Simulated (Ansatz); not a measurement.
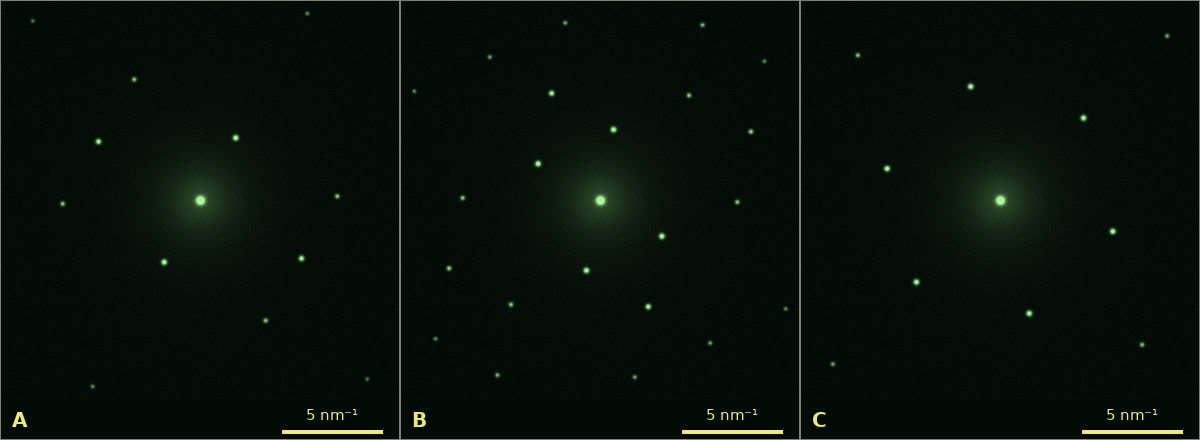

The patterns are kinematic simulations for 120 kV electrons (no multiple scattering; isotropic B = 0.5 Å²).

All three come from Mn, space group Fd-3m (No. 227), a = 4.83 Å. Structure: the end point of a relaxation with DFT, LDA (PW92), plane waves (420 eV) with PAW, scalar-relativistic (Ansatz 0.2.0); the starting structure was generated, so it need not be a known form of this composition.

```
atom  site  symmetry       x       y       z
  Mn    8b      -43m  0.2500  0.2500  0.7500
```

### Assign the zone axes [110], [111], [211] to A, B and C.

A is [211]: rectangular net of -1 1 1 at d = 2.79 Å and 0 -2 2 at d = 1.71 Å, at 90.0°. B is [110]: centred rectangular net of -1 1 -1 at d = 2.79 Å and -1 1 1 at d = 2.79 Å, at 70.5°. C is [111]: hexagonal net of -2 2 0 at d = 1.71 Å and -2 0 2 at d = 1.71 Å, at 60.0°.
